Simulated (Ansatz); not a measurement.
## Au: geometry relaxation (part 3 of 3)

Au (slab, 12 atoms in the cell); DFT PBE+D3(BJ), scalar-relativistic, plane waves, PAW, no spin polarisation (Ansatz 0.2.0); cutoff 420 eV, 4×4×1 k-mesh, Gaussian smearing of 0.1 eV. The structure derives from an entry of the Crystallography Open Database. The input holds or restrains some coordinates. Forces given for the steps count only the free coordinates. It belongs to a series of runs on one base structure; here: clean slab, lower planes held.

Geometry of the input (Å; fractional positions):
```
5.8028  0.0000  0.0000
-2.9014  5.0254  0.0000
0.0000  0.0000  20.7380
Au 0.3333  0.1667  0.3858
Au 0.3333  0.6667  0.3858
Au 0.8333  0.1667  0.3858
Au 0.8333  0.6667  0.3858
Au 0.6667  0.3333  0.5000
Au 0.6667  0.8333  0.5000
Au 0.1667  0.3333  0.5000
Au 0.1667  0.8333  0.5000
Au 0.0000  0.5000  0.6142
Au 0.0000  0.0000  0.6142
Au 0.5000  0.5000  0.6142
Au 0.5000  0.0000  0.6142
```

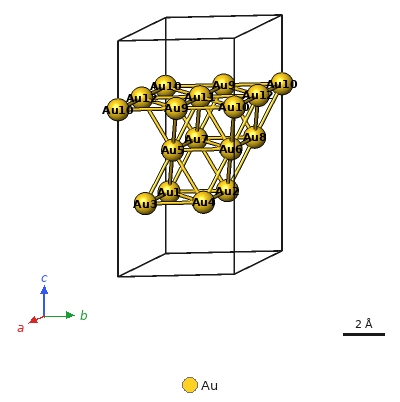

Figure 1. The geometry at step 4 of the log (ball-and-stick view of the cell of the calculation, with the vacuum cut short, seen slightly off an axis; atoms are numbered from 1 in the order of the input).

**Trajectory as extended XYZ, continued**
```
12
Lattice="5.8028 0.0000 0.0000 -2.9014 5.0254 0.0000 0.0000 0.0000 20.7380" Properties=species:S:1:pos:R:3:forces:R:3 step=3 energy=-157794.70823 accepted=F
Au    1.4507    0.8376    8.0000    0.0000   0.0000   0.1096
Au    0.0000    3.3502    8.0000    0.0000   0.0000   0.1096
Au    4.3521    0.8376    8.0000    0.0000   0.0000   0.1096
Au    2.9014    3.3502    8.0000    0.0000   0.0000   0.1096
Au    2.9014    1.6751   10.5370    0.0000   0.0000  -0.0647
Au    1.4507    4.1878   10.5370    0.0000   0.0000  -0.0647
Au    0.0000    1.6751   10.5370    0.0000   0.0000  -0.0647
Au   -1.4507    4.1878   10.5370    0.0000   0.0000  -0.0647
Au   -1.4507    2.5127   13.0461    0.0000   0.0000  -0.0449
Au    0.0000    0.0000   13.0461    0.0000   0.0000  -0.0449
Au    1.4507    2.5127   13.0461    0.0000   0.0000  -0.0449
Au    2.9014    0.0000   13.0461    0.0000   0.0000  -0.0449
12
Lattice="5.8028 0.0000 0.0000 -2.9014 5.0254 0.0000 0.0000 0.0000 20.7380" Properties=species:S:1:pos:R:3:forces:R:3 step=4 energy=-157794.71902
Au    1.4507    0.8376    8.0000    0.0000   0.0000  -0.0026
Au    0.0000    3.3502    8.0000    0.0000   0.0000  -0.0026
Au    4.3521    0.8376    8.0000    0.0000   0.0000  -0.0026
Au    2.9014    3.3502    8.0000    0.0000   0.0000  -0.0026
Au    2.9014    1.6751   10.4940    0.0000   0.0000  -0.0001
Au    1.4507    4.1878   10.4940    0.0000   0.0000  -0.0001
Au    0.0000    1.6751   10.4940    0.0000   0.0000  -0.0001
Au   -1.4507    4.1878   10.4940    0.0000   0.0000  -0.0001
Au   -1.4507    2.5127   12.9879    0.0000   0.0000   0.0026
Au    0.0000    0.0000   12.9879    0.0000   0.0000   0.0026
Au    1.4507    2.5127   12.9879    0.0000   0.0000   0.0026
Au    2.9014    0.0000   12.9879    0.0000   0.0000   0.0026
```

**Summary**

```tsv
quantity	value
outcome	converged under the restraints of the input
electrons treated	228
free energy	−157794.7190 eV
work function, top face	5.24 eV
work function, bottom face	5.24 eV
Fermi energy	3.499 eV
gap on the k-point mesh	none (metallic)
final volume	604.74 Å³
work function (upper face)	5.24 eV
largest force (length of the vector) at the end, held atoms and coordinates included	0.003 eV/Å
hardware	4 threads of Intel Xeon (Granite Rapids), 32 GiB of memory available, shared host
wall time	19 s (CPU time 61 s)
peak memory	1.5 GiB
```

The program warns: the exchange-correlation potential is rough where the density is thin. Spin–orbit coupling is left out, which matters for Au.
